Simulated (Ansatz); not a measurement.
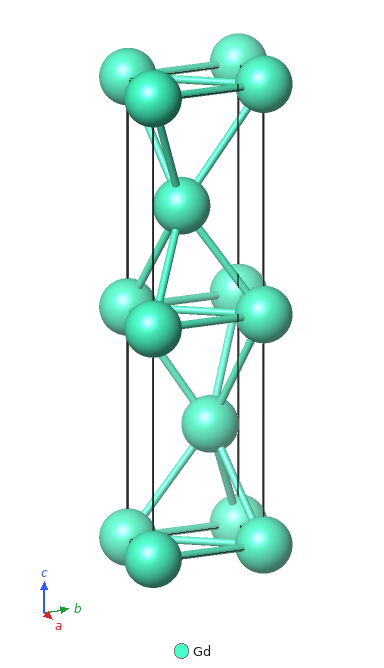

This ball-and-stick model is shown slightly off an axis. The outline marks the conventional unit cell. Cell: a = 3.66 Å, b = 3.66 Å, c = 11.83 Å, α = 90.00°, β = 90.00°, γ = 120.00°.

Provenance: a structure type filled with this element by a generator (whether the element takes this form wasn't checked). Earlier steps of the study may have refined or changed the cell and positions. It was run through Ansatz as a DFT input.

Question: State composition, symmetry and coordination.

Answer: The element is gadolinium. Its lattice is primitive hexagonal, its space group P6_3mc (No. 186). The cell holds four atoms. The coordination shell of Gd holds twelve Gd at about 3.6 to 3.7 Å. The bonds build a three-dimensional framework.

Calculation details: Ansatz, DFT r2SCAN, scalar-relativistic, plane waves, PAW; a cutoff energy of 500 eV, 14×14×4 k-mesh, Gaussian smearing of 0.05 eV, collinear spins.

Question: Which atoms carry magnetic moments in this run, and how do they order?

Answer: The state reached is antiferromagnetic. Sizes: Gd 7.6 to 7.7 μB; net moment 0.0 μB in the run's cell of 4 atoms.

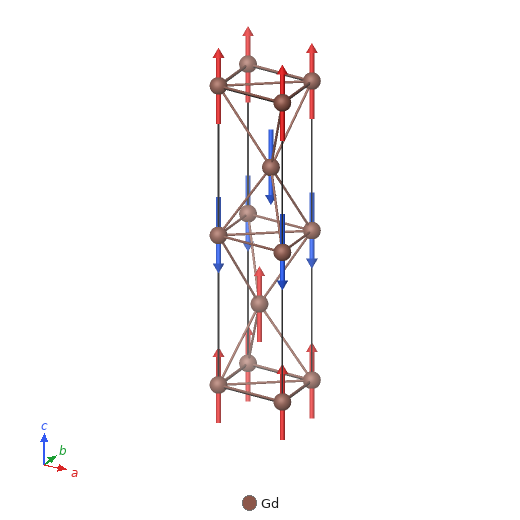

Site moments above 0.25 μB as arrows, small induced ones on non-metal atoms left out (red along the largest or up, blue against, purple across). The run's cell of 4 atoms is drawn.

Question: Does it come out as a metal, or with a gap?

Answer: A metal: bands cross the Fermi level.

Question: Is this the optimised geometry for these settings?

Answer: Yes. All forces vanish to within 0.01 eV/Å. The pressure is 0.0 GPa, close to zero.
